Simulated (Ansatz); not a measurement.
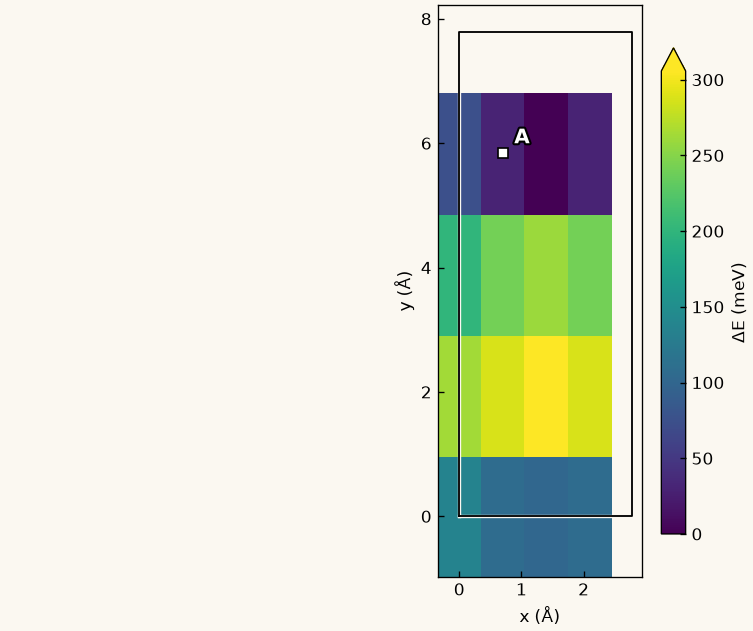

Si on a Ti(110) slab cut from the P6/mmm phase, its upper half relaxed before the scan (18 atoms of substrate and one adsorbate in a 2 × 1 cell). Si is moved over the surface cell at a fixed height above a rigid substrate; the origin of the map has the adsorbate above Ti15; the height is held at 2.50 Å. Places are given modulo a cell vector. The map is drawn in real space over the plane of the surface. The grid has 4 × 4 points; 12 points were computed and 4 follow by symmetry. Places are given in fractions of the 1 × 1 surface cell. All energies are given in meV relative to the lowest grid point. The runs have no spin polarisation, so an open-shell adsorbate far from the surface lies too high. At a fixed height the lowest place need not be the adsorption site. Computed with DFT PBE+D3(BJ), scalar-relativistic, plane waves, PAW (Ansatz 0.2.0). Settings: cutoff 420 eV, k-mesh 5×4×1, gaussian smearing 0.1 eV, no spin polarisation.

In the figure: one coloured cell a grid point, the outline of one cell of the plane, one colour for all values above the top of the scale, the point A.

> Which way does the force act at A, and how strong is it?

A, at (1/4, 3/4) of the cell vectors, is not a stationary point. The computed force is 0.11 eV/Å in the plane, pointing up and right in the picture (components 0.09 and 0.07 eV/Å).

PAW datasets: the set soft_1.
